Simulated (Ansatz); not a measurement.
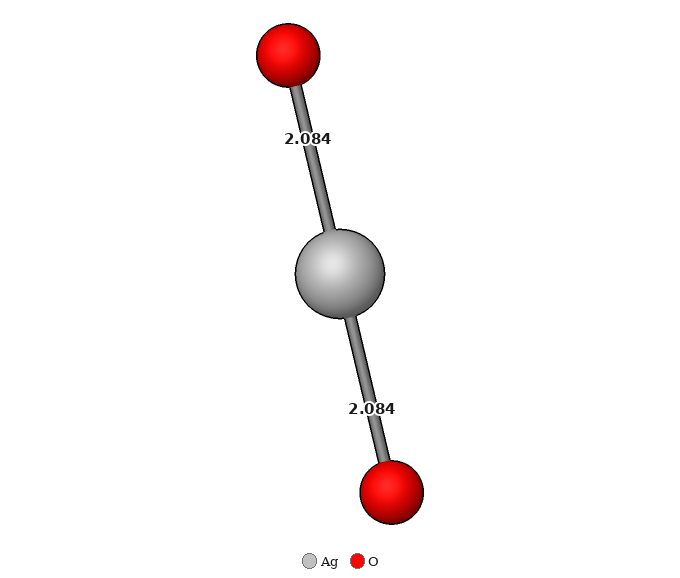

The surroundings of site Ag1 (at 0.750, 0.750, 0.750) in Ag$_{2}$O in space group Pn-3m, with bond lengths in Å.

The cell is taken from the end point of a relaxation with DFT PBE, scalar-relativistic, plane waves, PAW in Ansatz 0.2.0.

```yaml
crystal:
  lattice:
    - [4.81206, 0.00000, 0.00000]
    - [0.00000, 4.81206, 0.00000]
    - [0.00000, 0.00000, 4.81206]
  atoms:
    - { symbol: Ag, position: [0.75000, 0.75000, 0.75000] }
    - { symbol: Ag, position: [0.75000, 0.25000, 0.25000] }
    - { symbol: Ag, position: [0.25000, 0.25000, 0.75000] }
    - { symbol: Ag, position: [0.25000, 0.75000, 0.25000] }
    - { symbol: O, position: [0.00000, 0.00000, 0.00000] }
    - { symbol: O, position: [0.50000, 0.50000, 0.50000] }
```

Bond valence s = exp((R0 − d)/b), R0 fitted to published crystal structures with b = 0.37 Å; R0 in Å: Ag+–O 1.824.

> Calculate the bond-valence sum of Ag1 from the bonds drawn.

2 × 0.495 = 0.99 v.u., against a formal valence of 1: a close match.

> And over the whole structure?

```csv
site,"x, y, z",formal valence,bond-valence sum,difference
Ag1,"0.750, 0.750, 0.750",+1,1.01,0.01
O1,"0.000, 0.000, 0.000",−2,2.02,0.02
```

These sums include all anions within 5 Å. The global instability index (root mean square of the differences over all atoms) is 0.01 v.u.: little strain. Cells relaxed with PBE tend to have slightly long bonds, which lowers the sums.
